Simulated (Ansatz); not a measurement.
**Geometry relaxation, with input and output: SnO2 (part 1 of 2)**

SnO2 (P-3m1, 3 atoms in the cell), computed with DFT PBE, scalar-relativistic, plane waves, PAW, no spin polarisation (Ansatz 0.2.0).

The structure was made by a generator, so it may or may not be a known phase. Figures and captions count atoms from 1; the log counts them from 0 in places.

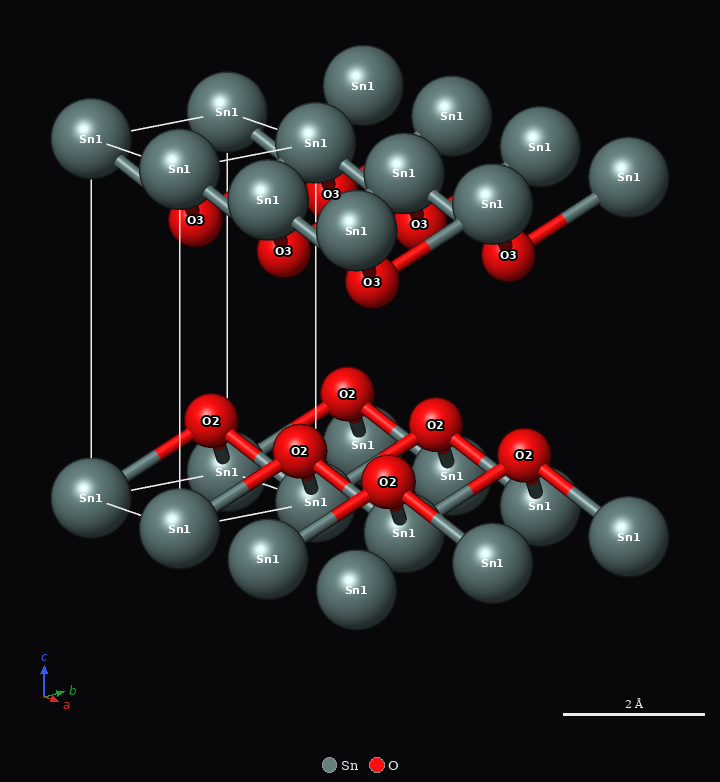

The input geometry (ball-and-stick view of the cell of the calculation, repeated 3 × 2 × 1, seen slightly off an axis; atoms are numbered from 1 in the order of the input). An atom can appear more than once, as a periodic image. Near neighbours in the periodic cell (some may lie outside the picture): Sn has 6 O at 2.12 Å; O has 3 Sn at 2.12 Å.

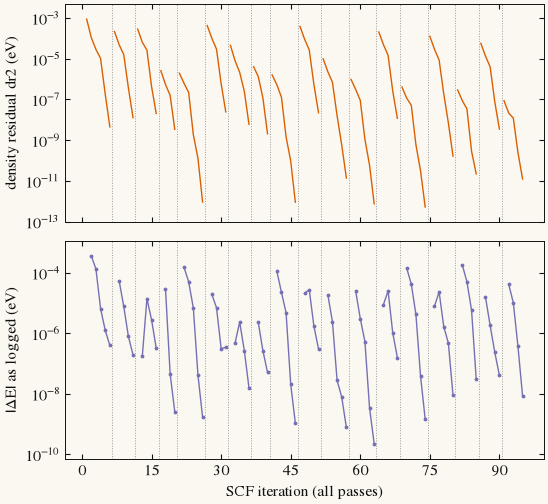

Convergence of the self-consistent field: density residual dr2 and size of the energy change against the SCF iteration. The dotted lines part the SCF passes of the relaxation: geometry steps, rejected trials and re-solves on a re-selected basis. The 18 passes take 4 to 6 iterations each, 95 in all.

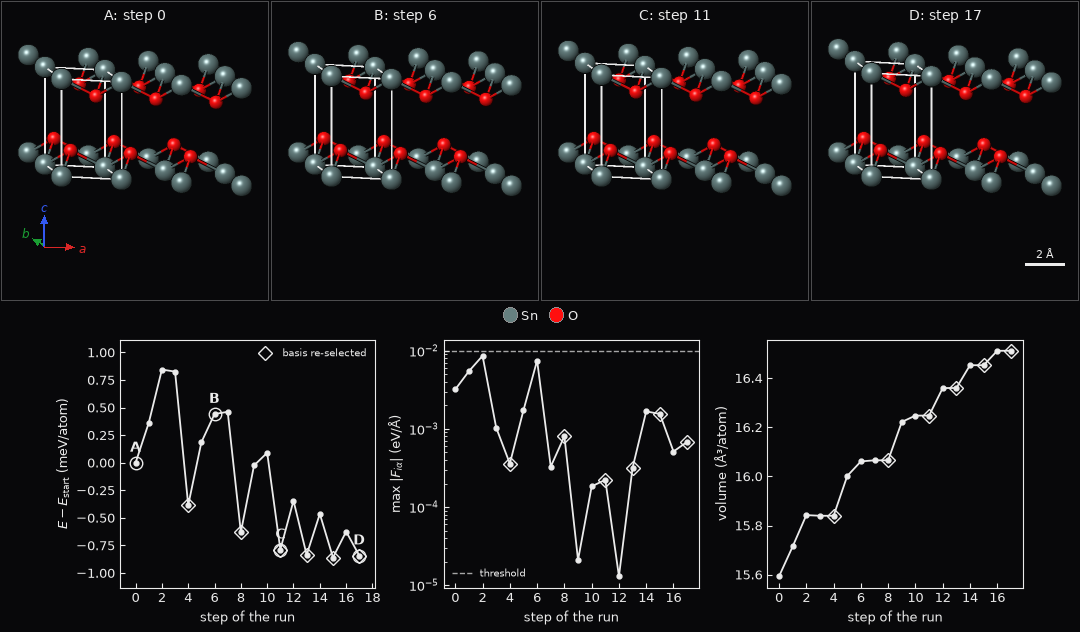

Frames of the relaxation (ball-and-stick view of the cell of the calculation, repeated 3 × 2 × 1, seen slightly off an axis) above the curves, on which the letters mark them (the first geometry is step 0 here and step 1 in the log).

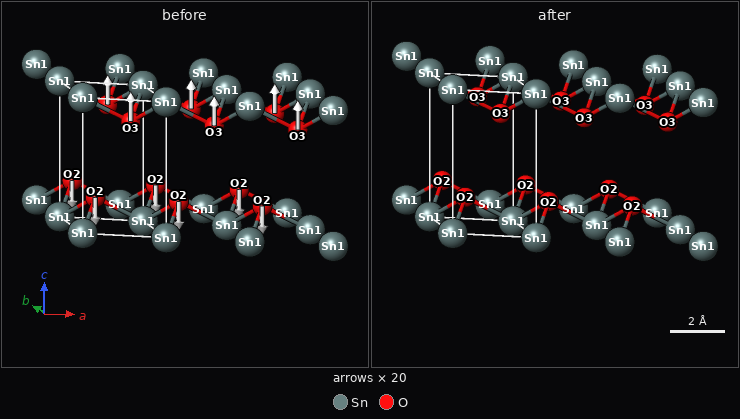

Before (left) and after (right) the relaxation, at one scale (ball-and-stick view of the cell of the calculation, repeated 3 × 2 × 1, seen slightly off an axis). The white arrows give the displacements (without the part carried along by the change of the cell), magnified 20 times. After 11 geometry steps the energy has fallen by 0.6 meV per atom. The largest force component goes from 0.0032 to 0.00068 eV/Å. Pressure: 0.19 GPa at the start and 0.02 GPa at the end. The basis was re-selected 5 times at an unchanged geometry, which shifts the energy a little without any move. The largest moves relative to the cell, 0.059 Å, are those of O2 and O3. Sn stays in place. The drawn cell changes as follows: a = b stay at 3.228 Å, c 5.184 → 5.490 Å (+5.9 %); the volume changes by +5.9 %. The space group stays P-3m1 (No. 164). The energy change given includes the shifts at the re-selections in mid-walk, which come without any move. A last SCF at the same geometry on a re-selected plane-wave basis shifts the energy by −0.2 meV per atom. (Atoms are counted from 1 in the order of the input.)

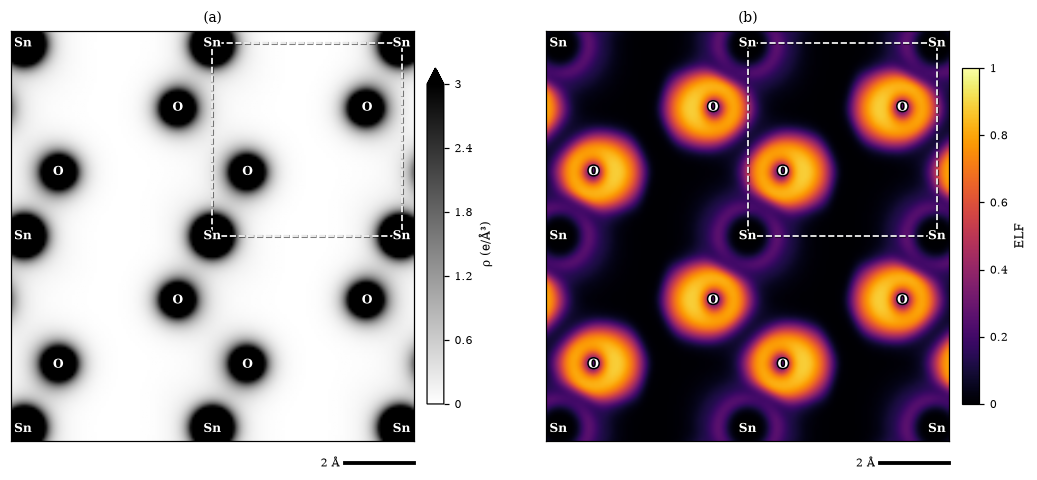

(a) valence charge density (pseudo); (b) ELF on the (110) plane of the conventional cell. The section cuts through Sn and O sites. Sn–O (2.12 Å): the density is about 0.6 e/Å³ at the midpoint; the ELF is about 0.25 at the midpoint. Away from the nuclei the density in this plane falls to 0.003 e/Å³ at its lowest. The fields are those of the smooth PAW valence density.

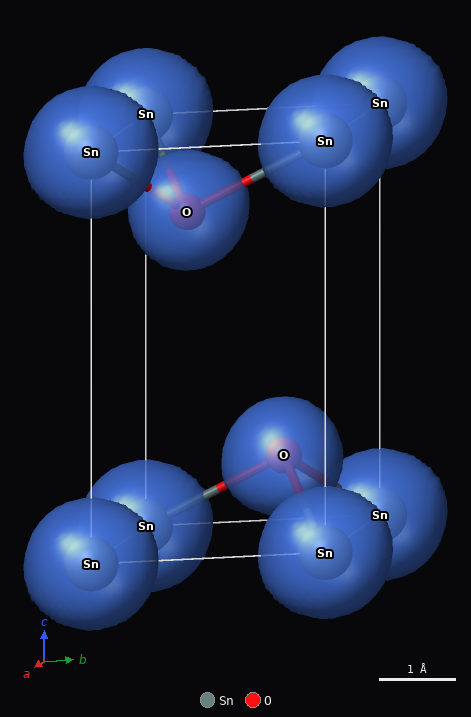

Isosurface of the valence electron density at 0.8 e/Å³ (blue), seen slightly off an axis. Sticks mark near contacts. The outline is the cell set on symmetry axes. At this value the density breaks into separate islands; it holds about 75 % of the electrons treated as valence (semicore included). It is pinched off along the Sn–O (2.12 Å) contacts. On the grid the lowest density along these lines, outside the cores, is 0.6 e/Å³ (Sn–O, 2.12 Å).

The input and output of the run follow.

Input:
```yaml
crystal:
  lattice:
    - [3.228133633, 0.0, 0.0]
    - [-1.6140668165, 2.7956457329, 0.0]
    - [0.0, 0.0, 5.1835328103]
  atoms:
    - { symbol: Sn, position: [0.0, 0.0, 0.0] }
    - { symbol: O, position: [0.3333333333, 0.6666666667, 0.1949583693] }
    - { symbol: O, position: [0.6666666667, 0.3333333333, 0.8050416307] }
basis:
  ecutwfc: 420
kpoints:
  mp_grid: { grid: [12, 12, 6] }
hamiltonian:
  xc: pbe
scf:
  occupations: { method: gaussian, width: 0.02 }
output:
  forces: true
  stress: true
  eigenvalues: true
  write_density: true
  write_potential: true
  elf: true
  volumetric_format: npy
relax:
  adjacent_minimum: "off"
  f_tol: 0.01
  max_steps: 80
  cell: { stress_tol: 0.05 }
```

Launched with:
```bash
ansatz run input.yaml --threads 1 --pin off --max-ram 2560MiB --backend cpu --events-out ev --progress --plain --runs-dir out
```

Output:
```
Engine: ansatz 0.2.0, aarch64-unknown-linux-gnu
Pseudopotentials: kind: paw
Pseudopotential: Sn, paw, valence charge 14, recommended cutoff 420 eV (normal), Sn.paw.azcp
Pseudopotential: O, paw, valence charge 6, recommended cutoff 420 eV (normal), O.paw.azcp
Functional definition: PBE
  parameter kappa = 0.804
  parameter beta = 0.06672455060314922
  exchange = pbe_x(kappa = kappa, mu = beta*pi^2/3)
  correlation = pbe_c(beta = beta)
Crystal: 3 atoms, lattice volume = 46.780 Å³
Basis set: ecut = 420 eV, 941 PW (Γ), exchange–correlation on 48×48×72 points (8 copies of the dense FFT grid, shifted against one another)
Bands: 17, of which v1, the nominal top of the filled ones, is band 13 counted from 1 (12 counted from 0)
Symmetry: 12 space group operations
Space group: P-3m1 (ITA 164), of the structure as read, at distance tolerance 3.6e-5 Å
k-points: 100 of 864
Non-local potential: Sn, projectors of the file, l = 0: 2, l = 1: 2, l = 2: 2, l = 3: 2
Non-local potential: O, projectors of the file, l = 0: 2, l = 1: 2, l = 2: 1
PAW form: soft (Blöchl's): semilocal exchange-correlation on the pseudo side does not see the compensation charge
PAW one-centre angular grid: Sn, 590 points (default); XC on 64 Gauss nodes
PAW one-centre angular grid: O, 110 points (default); XC on 64 Gauss nodes
Initial density: superposition of atomic densities (neutral atoms: chi_scale 0, normalization atom), corrected by the library's trained network
Initial wavefunctions: pseudopotential atomic-orbital guess
Functional: x = pbe(κ = 0.804, μ = 0.2195149727645171), c = pbe(β = 0.06672455060314922)
SCF iter   1: F=—  HF=-7158.524727 eV  |F-HF|=—  |Δ(HF+E_count)|=         —  Δρ=1.72e-3  dr2=8.85e-4  ethr=1.77e-3  ⟨swp⟩=6.1  Hψ=9405  notcnv=0
preconditioner: auto → none  [insulator: Δε(μ)=2.189 eV  Ē_g=19.625 eV  σ=0.020 eV  W_gap=1.00  n_scr=10 (ndim 8)  ℏωp=27.7 eV  f_vac=0.229  D(μ)=0.00/eV (n_scr^D=0)  ε∞_Penn≈3.0]
SCF iter   2: F=—  HF=-7158.524363 eV  |F-HF|=—  |Δ(HF+E_count)|=   3.64e-4  Δρ=8.40e-4  dr2=1.09e-4  ethr=3.41e-6  ⟨swp⟩=2.0  Hψ=4191  notcnv=0
SCF iter   3: F=—  HF=-7158.524497 eV  |F-HF|=—  |Δ(HF+E_count)|=   1.34e-4  Δρ=3.41e-4  dr2=2.88e-5  ethr=4.19e-7  ⟨swp⟩=2.0  Hψ=3181  notcnv=0
SCF iter   4: F=—  HF=-7158.524490 eV  |F-HF|=—  |Δ(HF+E_count)|=   6.60e-6  Δρ=1.89e-4  dr2=1.04e-5  ethr=1.11e-7  ⟨swp⟩=2.0  Hψ=2565  notcnv=0
SCF iter   5: F=—  HF=-7158.524491 eV  |F-HF|=—  |Δ(HF+E_count)|=   1.27e-6  Δρ=3.00e-5  dr2=1.86e-7  ethr=4.01e-8  ⟨swp⟩=2.0  Hψ=2261  notcnv=0
SCF iter   6: F=-7158.524492 eV  HF=-7158.524492 eV  |F-HF|=9.75e-9  |Δ(HF+E_count)|=   4.01e-7  Δρ=5.05e-6  dr2=4.52e-9  ethr=3.85e-10  ⟨swp⟩=11.2  Hψ=13888  notcnv=0
SCF 1 converged in 6 iterations: F = -7158.524492 eV  dr2 = 4.52e-9
  greatest PAW one-centre occupation: 0.996 electrons in one spin orbital (limit 2), on the Sn atom at site 0 (counted from 0), in its partial waves of l = 2
relax step   1: F+E_penalty+E_count = -7158.52449181 eV  Δ(F+E_penalty+E_count) = +0.000e0 eV  max|allowed force component| = 3.205e-3 eV/Å  Δτ_max = 0.0000 Å  P = +0.186 GPa  Ω = 46.780 Å³  (6 SCF iters, dr2 threshold 1.00e-7 eV, accepted)
Crystal: 3 atoms, lattice volume = 47.145 Å³
Initial density: handed on by an earlier stage of this run
Initial wavefunctions: those handed on with the density
iter 1 solved again at ethr=8.35e-7 eV; its pass at ethr=3.10e-3 eV (dr2=2.17e-4 eV) is discarded
SCF iter   1: F=—  HF=-7158.523456 eV  |F-HF|=—  |Δ(HF+E_count)|=         —  Δρ=1.24e-3  dr2=2.18e-4  ethr=8.35e-7  ⟨swp⟩=2.2  Hψ=11618  notcnv=0
preconditioner: auto → none  [insulator: Δε(μ)=2.204 eV  Ē_g=19.603 eV  σ=0.020 eV  W_gap=1.00  n_scr=10 (ndim 8)  ℏωp=27.6 eV  f_vac=0.233  D(μ)=0.00/eV (n_scr^D=0)  ε∞_Penn≈3.0]
SCF iter   2: F=—  HF=-7158.523401 eV  |F-HF|=—  |Δ(HF+E_count)|=   5.50e-5  Δρ=5.49e-4  dr2=4.92e-5  ethr=8.35e-7  ⟨swp⟩=2.8  Hψ=3266  notcnv=0
SCF iter   3: F=—  HF=-7158.523408 eV  |F-HF|=—  |Δ(HF+E_count)|=   7.75e-6  Δρ=2.86e-4  dr2=1.59e-5  ethr=1.89e-7  ⟨swp⟩=2.0  Hψ=2362  notcnv=0
SCF iter   4: F=—  HF=-7158.523408 eV  |F-HF|=—  |Δ(HF+E_count)|=   7.95e-7  Δρ=3.73e-5  dr2=3.67e-7  ethr=6.10e-8  ⟨swp⟩=2.0  Hψ=2240  notcnv=0
SCF iter   5: F=-7158.523408 eV  HF=-7158.523408 eV  |F-HF|=1.51e-8  |Δ(HF+E_count)|=   1.95e-7  Δρ=7.99e-6  dr2=1.28e-8  ethr=1.10e-9  ⟨swp⟩=10.9  Hψ=13080  notcnv=0
SCF 2 converged in 5 iterations: F = -7158.523408 eV  dr2 = 1.28e-8
[... from here on the iterations of each SCF are left out, up to the last one ...]
relax step   2: F+E_penalty+E_count = -7158.52340777 eV  Δ(F+E_penalty+E_count) = +1.084e-3 eV  max|allowed force component| = 5.475e-3 eV/Å  Δτ_max = 0.0076 Å  P = +0.034 GPa  Ω = 47.145 Å³  energy of the carried Pulay correction = -1.585e-3 eV  (5 SCF iters, dr2 threshold 2.87e-7 eV, accepted)
Crystal: 3 atoms, lattice volume = 47.527 Å³
preconditioner: auto → none  [insulator: Δε(μ)=2.235 eV  Ē_g=19.595 eV  σ=0.020 eV  W_gap=1.00  n_scr=10 (ndim 8)  ℏωp=27.5 eV  f_vac=0.240  D(μ)=0.00/eV (n_scr^D=0)  ε∞_Penn≈3.0]
SCF 3 converged in 5 iterations: F = -7158.521957 eV  dr2 = 2.05e-8
relax step   3: F+E_penalty+E_count = -7158.52195749 eV  Δ(F+E_penalty+E_count) = +1.450e-3 eV  max|allowed force component| = 8.624e-3 eV/Å  Δτ_max = 0.0073 Å  P = +0.007 GPa  Ω = 47.527 Å³  energy of the carried Pulay correction = -3.251e-3 eV  (5 SCF iters, dr2 threshold 1.09e-7 eV, accepted)
Crystal: 3 atoms, lattice volume = 47.519 Å³
preconditioner: auto → none  [insulator: Δε(μ)=2.224 eV  Ē_g=19.600 eV  σ=0.020 eV  W_gap=1.00  n_scr=10 (ndim 8)  ℏωp=27.5 eV  f_vac=0.238  D(μ)=0.00/eV (n_scr^D=0)  ε∞_Penn≈3.0]
SCF 4 converged in 4 iterations: F = -7158.522012 eV  dr2 = 3.43e-9
relax step   4: F+E_penalty+E_count = -7158.52201238 eV  Δ(F+E_penalty+E_count) = -5.489e-5 eV  max|allowed force component| = 1.037e-3 eV/Å  Δτ_max = 0.0004 Å  P = -0.007 GPa  Ω = 47.519 Å³  energy of the carried Pulay correction = -3.212e-3 eV  (4 SCF iters, dr2 threshold 1.42e-8 eV, accepted)
Initial wavefunctions: pseudopotential atomic-orbital guess (no wavefunctions were taken with the density)
SCF 5 converged in 6 iterations: F = -7158.525644 eV  dr2 = 9.22e-13
relax step   5: F+E_penalty+E_count = -7158.52564419 eV  Δ(F+E_penalty+E_count) = -3.632e-3 eV  max|allowed force component| = 3.602e-4 eV/Å  Δτ_max = 0.0000 Å  P = +0.103 GPa  Ω = 47.519 Å³  stress off target by 2.18e-1 GPa  SCF on the basis re-selected at this cell (its energy is not comparable with the rows above)  (6 SCF iters)
basis re-selected at this cell: Δ(F+E_penalty+E_count) = -3.632e-3 eV, ΔP = +0.110 GPa vs the last step (what re-selecting the basis moved, of the pressure what is left beyond the Pulay correction that the steps carried, after the strain that the cell walked since its last selection, with what the two solves' SCF thresholds leave and, on support functions, any second-order correction that the steps lacked; it is no measure of the basis error at this ecutwfc). This SCF's stress stands 2.18e-1 GPa from its target on what of the cell is left free (relax.cell.stress_tol is 5.00e-2 GPa) and its largest allowed force component is 3.60e-4 eV/Å (relax.f_tol is 1.00e-2 eV/Å): not within both, so this SCF does not close the relaxation
Crystal: 3 atoms, lattice volume = 48.005 Å³
Basis set: ecut = 420 eV, 953 PW (Γ), exchange–correlation on 48×48×72 points (8 copies of the dense FFT grid, shifted against one another)
preconditioner: auto → none  [insulator: Δε(μ)=2.254 eV  Ē_g=19.579 eV  σ=0.020 eV  W_gap=1.00  n_scr=10 (ndim 8)  ℏωp=27.3 eV  f_vac=0.249  D(μ)=0.00/eV (n_scr^D=0)  ε∞_Penn≈2.9]
SCF 6 converged in 5 iterations: F = -7158.523934 eV  dr2 = 2.46e-8
relax step   6: F+E_penalty+E_count = -7158.52393357 eV  Δ(F+E_penalty+E_count) = +1.711e-3 eV  max|allowed force component| = 1.734e-3 eV/Å  Δτ_max = 0.0100 Å  P = +0.046 GPa  Ω = 48.005 Å³  energy of the carried Pulay correction = -2.137e-3 eV  (5 SCF iters, dr2 threshold 1.19e-7 eV, accepted)
Crystal: 3 atoms, lattice volume = 48.183 Å³
preconditioner: auto → none  [insulator: Δε(μ)=2.251 eV  Ē_g=19.575 eV  σ=0.020 eV  W_gap=1.00  n_scr=10 (ndim 8)  ℏωp=27.3 eV  f_vac=0.249  D(μ)=0.00/eV (n_scr^D=0)  ε∞_Penn≈2.9]
SCF 7 converged in 5 iterations: F = -7158.523165 eV  dr2 = 6.05e-9
relax step   7: F+E_penalty+E_count = -7158.52316459 eV  Δ(F+E_penalty+E_count) = +7.690e-4 eV  max|allowed force component| = 7.508e-3 eV/Å  Δτ_max = 0.0028 Å  P = -0.049 GPa  Ω = 48.183 Å³  energy of the carried Pulay correction = -2.939e-3 eV  (5 SCF iters, dr2 threshold 1.35e-8 eV, accepted)
Crystal: 3 atoms, lattice volume = 48.197 Å³
preconditioner: auto → none  [insulator: Δε(μ)=2.253 eV  Ē_g=19.580 eV  σ=0.020 eV  W_gap=1.00  n_scr=10 (ndim 8)  ℏωp=27.3 eV  f_vac=0.249  D(μ)=0.00/eV (n_scr^D=0)  ε∞_Penn≈2.9]
SCF 8 converged in 4 iterations: F = -7158.523107 eV  dr2 = 2.08e-9
relax step   8: F+E_penalty+E_count = -7158.52310731 eV  Δ(F+E_penalty+E_count) = +5.729e-5 eV  max|allowed force component| = 3.294e-4 eV/Å  Δτ_max = 0.0008 Å  P = -0.002 GPa  Ω = 48.197 Å³  energy of the carried Pulay correction = -3.002e-3 eV  (4 SCF iters, dr2 threshold 6.58e-9 eV, accepted)
preconditioner: auto → none  [insulator: Δε(μ)=2.252 eV  Ē_g=19.580 eV  σ=0.020 eV  W_gap=1.00  n_scr=10 (ndim 8)  ℏωp=27.3 eV  f_vac=0.249  D(μ)=0.00/eV (n_scr^D=0)  ε∞_Penn≈2.9]
SCF 9 converged in 6 iterations: F = -7158.526380 eV  dr2 = 8.98e-13
relax step   9: F+E_penalty+E_count = -7158.52637996 eV  Δ(F+E_penalty+E_count) = -3.273e-3 eV  max|allowed force component| = 8.051e-4 eV/Å  Δτ_max = 0.0000 Å  P = +0.045 GPa  Ω = 48.197 Å³  stress off target by 1.33e-1 GPa  SCF on the basis re-selected at this cell (its energy is not comparable with the rows above)  (6 SCF iters)
basis re-selected at this cell: Δ(F+E_penalty+E_count) = -3.273e-3 eV, ΔP = +0.047 GPa vs the last step (what re-selecting the basis moved, of the pressure what is left beyond the Pulay correction that the steps carried, after the strain that the cell walked since its last selection, with what the two solves' SCF thresholds leave and, on support functions, any second-order correction that the steps lacked; it is no measure of the basis error at this ecutwfc). This SCF's stress stands 1.33e-1 GPa from its target on what of the cell is left free (relax.cell.stress_tol is 5.00e-2 GPa) and its largest allowed force component is 8.05e-4 eV/Å (relax.f_tol is 1.00e-2 eV/Å): not within both, so this SCF does not close the relaxation
Crystal: 3 atoms, lattice volume = 48.665 Å³
Basis set: ecut = 420 eV, 967 PW (Γ), exchange–correlation on 48×48×72 points (8 copies of the dense FFT grid, shifted against one another)
preconditioner: auto → none  [insulator: Δε(μ)=2.275 eV  Ē_g=19.560 eV  σ=0.020 eV  W_gap=1.00  n_scr=10 (ndim 8)  ℏωp=27.1 eV  f_vac=0.256  D(μ)=0.00/eV (n_scr^D=0)  ε∞_Penn≈2.9]
SCF 10 converged in 5 iterations: F = -7158.524566 eV  dr2 = 2.24e-8
relax step  10: F+E_penalty+E_count = -7158.52456569 eV  Δ(F+E_penalty+E_count) = +1.814e-3 eV  max|allowed force component| = 2.137e-5 eV/Å  Δτ_max = 0.0094 Å  P = +0.012 GPa  Ω = 48.665 Å³  energy of the carried Pulay correction = -2.049e-3 eV  (5 SCF iters, dr2 threshold 4.42e-8 eV, accepted)
```
